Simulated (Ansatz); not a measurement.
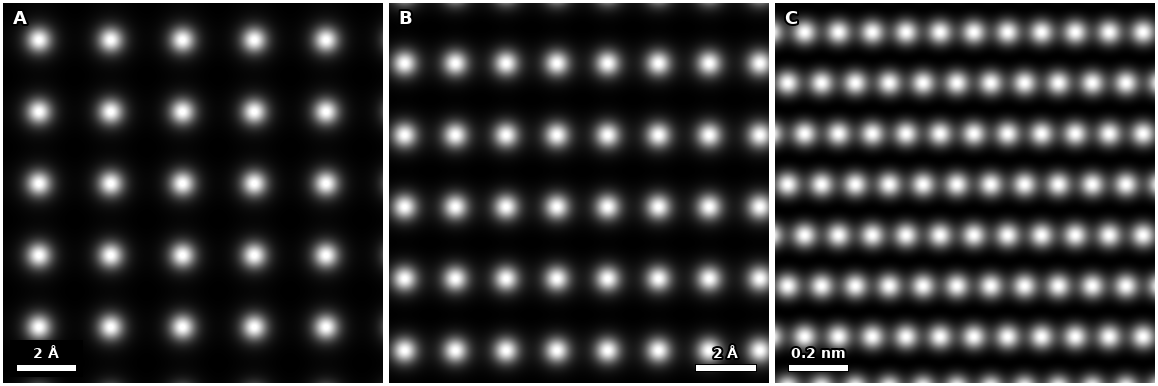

Three views of Cu (Pm-3m, No. 221) along different zone axes. Simulated as the projected potential of neutral atoms (B = 0.5 Å²) blurred by a 0.50 Å probe, the thin-sample limit of integrated differential phase contrast. Atomic positions: the geometry relaxed with DFT, BLYP, plane waves (420 eV) with PAW, scalar-relativistic (Ansatz); the starting structure was generated, so it need not be a known form of this composition.

```
CELL_PARAMETERS angstrom
2.45574 0.00000 0.00000
0.00000 2.45574 0.00000
0.00000 0.00000 2.45574
ATOMIC_POSITIONS crystal
Cu 0.00000 0.00000 0.00000
```

Q: Match the panels to the zone axes [001], [110] and [221].

A is [001]: projected cell 2.46 × 2.46 Å, 90°, plane group p4mm. B is [110]: projected cell 1.74 × 2.46 Å, 90°, plane group p2mm. C is [221]: projected cell 1.16 × 1.83 Å, 108°, plane group c2mm.
